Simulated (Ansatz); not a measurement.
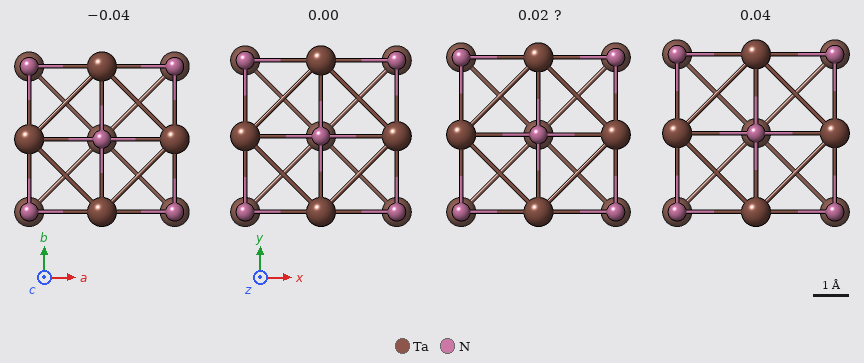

A crystal of TaN (Fm-3m): the cell is strained equally along x and y, with the atoms kept at their fractional coordinates. x, y and z are the Cartesian axes of the input. The picture is a ball-and-stick view of the conventional cell (4 times the calculation's cell), seen along the c axis. Lengths and directions refer to the drawn axes.

All numbers below come from DFT PBEsol, scalar-relativistic, plane waves, PAW in Ansatz 0.2.0. (plane-wave cutoff 420 eV; k-point mesh 18 × 18 × 18; occupations gaussian; smearing width 0.15 eV; no spin polarisation). Energies (free energies at the smearing named) are counted from the cell as listed in its source, which wasn't relaxed.

| strain | E − E(ref) (meV/atom) |
| --- | --- |
| −0.040 | 140.1 |
| −0.030 | 80.7 |
| −0.020 | 38.6 |
| −0.010 | 12.3 |
| 0.000 | 0.0 |
| 0.010 | 0.3 |
| 0.020 | ? |
| 0.030 | 33.3 |
| 0.035 | 47.4 |
| 0.040 | 63.6 |

One row is withheld. What is its energy?

A straight line between the two neighbours gives 16.8 meV/atom. A cubic through the four nearest rows (0.000, 0.010, 0.030, 0.035) gives, with Lagrange weights, (−0.1429)(0.0) + (0.6000)(0.3) + (1.0000)(33.3) + (−0.4571)(47.4) = 11.8 meV/atom. The calculation gives 11.8 meV/atom, so the cubic is right to the digits shown and the straight line 5.0 meV/atom too high, as the curve bends upwards here.

The whole profile:

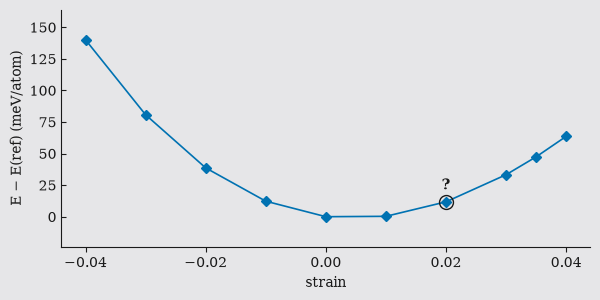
